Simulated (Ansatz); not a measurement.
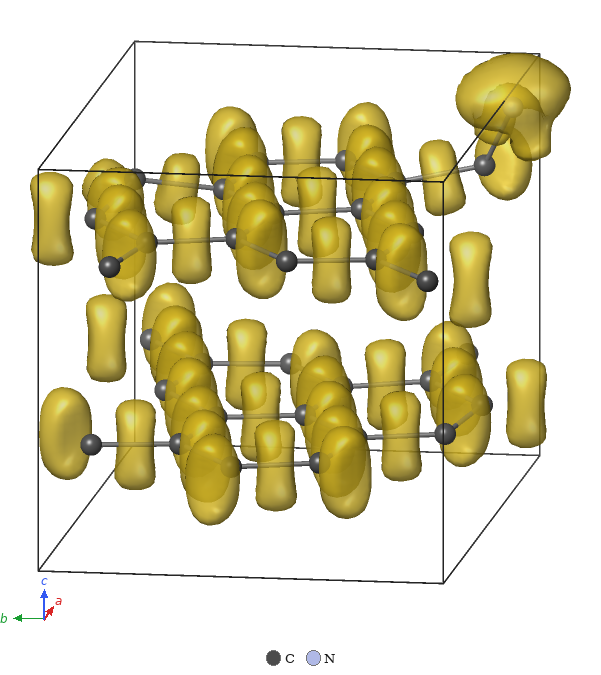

Figure. C32N (cell with a defect). Isosurface of the ELF at 0.75 (yellow), seen at an oblique angle. Core shells and regions of very low density are left out. Sticks mark near contacts.

Computed without spin polarisation.

Computed with DFT PBE+D3(BJ), scalar-relativistic, plane waves, PAW in Ansatz.

```
C N
1.0
    -4.93108   -4.26829    0.00000
     4.93108   -4.26829    0.00000
     0.00000    0.00000    6.79898
C N
32 1
Direct
  0.42745 0.17604 0.73194
  0.05811 0.05329 0.73276
  0.67004 0.92054 0.76438
  0.55218 0.55030 0.72831
  0.17840 0.42896 0.73215
  0.80271 0.30868 0.73282
  0.29975 0.80276 0.72837
  0.92548 0.67799 0.73188
  0.65587 0.40591 0.26760
  0.28081 0.28105 0.26400
  0.90618 0.15643 0.27789
  0.78063 0.78078 0.27412
  0.40578 0.65603 0.26397
  0.03081 0.53106 0.26403
  0.53053 0.03087 0.27412
  0.15564 0.90612 0.26755
  0.82232 0.57285 0.26727
  0.44739 0.44759 0.26281
  0.07243 0.32268 0.26730
  0.94777 0.94794 0.27571
  0.57224 0.82250 0.27300
  0.19734 0.69763 0.26284
  0.69769 0.19803 0.27576
  0.32259 0.07257 0.26732
  0.59549 0.34402 0.73216
  0.22108 0.21928 0.72945
  0.85050 0.10105 0.76710
  0.71824 0.71325 0.73065
  0.34254 0.59310 0.73105
  0.96871 0.47165 0.72946
  0.46271 0.96882 0.73073
  0.09347 0.84605 0.73213
  0.75881 0.00920 0.94385
```

Q: Where are the electrons localised?

A: The surface consists of 48 regions between bonded C–C atoms and one region on N in which the atom's valence shell and bonds are merged, counted in one cell of 33 atoms. Regions shared between cells count once. Along the contacts the grid gives the following. C–C (1.40 Å): the ELF peaks at about 0.95 between the atoms. C–N (1.43 Å): the ELF peaks at about 0.85 between the atoms.

Q: Does the calculation make it a metal, or give it a gap?

A: It is gapless in this calculation (a metal or semimetal).
